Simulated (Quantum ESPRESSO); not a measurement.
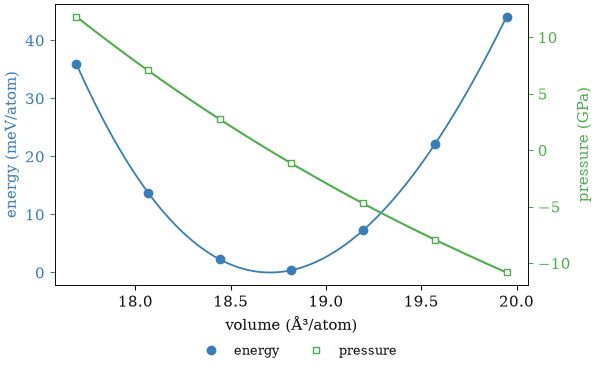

Computed with Quantum ESPRESSO 7.5: plane-wave DFT, no spin polarisation; energies at scaled volumes of the given cell, shape and fractions fixed, counted from the fit's minimum, third-order Birch-Murnaghan fit. Level: PBE.

```
       setting                    value
        k mesh                  11×11×5
   occupations              Fermi–Dirac
smearing width                  0.05 eV
    potentials  SSSP 1.3 efficiency PBE
   wave cutoff                 748.3 eV
density cutoff                  5987 eV
```

Cell as given: a = 2.900 Å, b = 2.900 Å, c = 5.166 Å, α = 90.00°, β = 90.00°, γ = 120.00°; 2 atoms.

**Figure.** Energy and pressure against volume for Ta, space group P6_3/mmc (No. 194).

A third-order Birch–Murnaghan fit gives V0 = 18.71 Å³/atom, B0 = 190 GPa and B′ = 3.9. The energy is 35.97 meV/atom at volume 17.69 Å³/atom and 44.09 meV/atom at 19.95 Å³/atom; the lowest computed point is at volume 18.82 Å³/atom (0.40 meV/atom), and no other minimum shows. The pressure falls from 11.83 GPa at volume 17.69 Å³/atom to −10.83 GPa at 19.95 Å³/atom, and changes sign near 18.71 Å³/atom.

Caveats: shape and atomic fractions are frozen while scaling, which makes layered, chain and framework solids too stiff.
